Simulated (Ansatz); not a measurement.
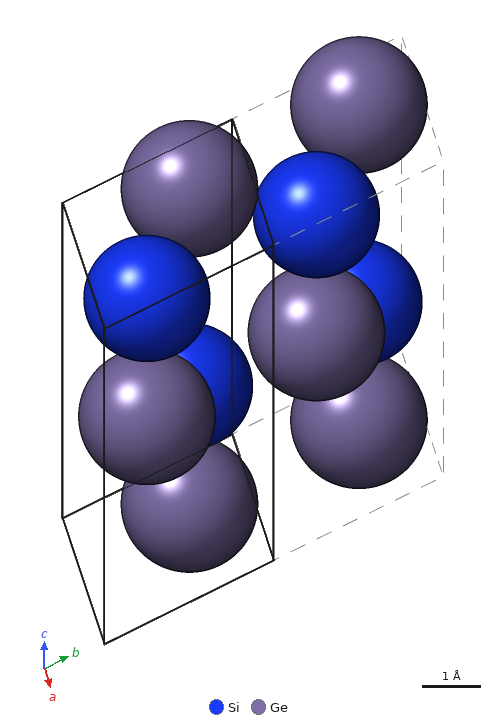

The crystal in a space-filling representation, seen from a general direction. The solid frame is a single conventional unit cell within a 1×2×1 block.

The material is SiGe. The symmetry is that of P6_3mc (No. 186), on a primitive hexagonal lattice. The structure is of the kind named wurtzite. The cell has 4 atoms, namely 2 Si, 2 Ge. Si is linked to four Ge in a tetrahedral arrangement at about 2.4 to 2.5 Å. Each Ge has four Si in a tetrahedral arrangement at about 2.4 to 2.5 Å.

It goes back to a structure listed in the Materials Project. The cell was then strained or its atoms displaced on purpose. It was run through Ansatz as a DFT input.
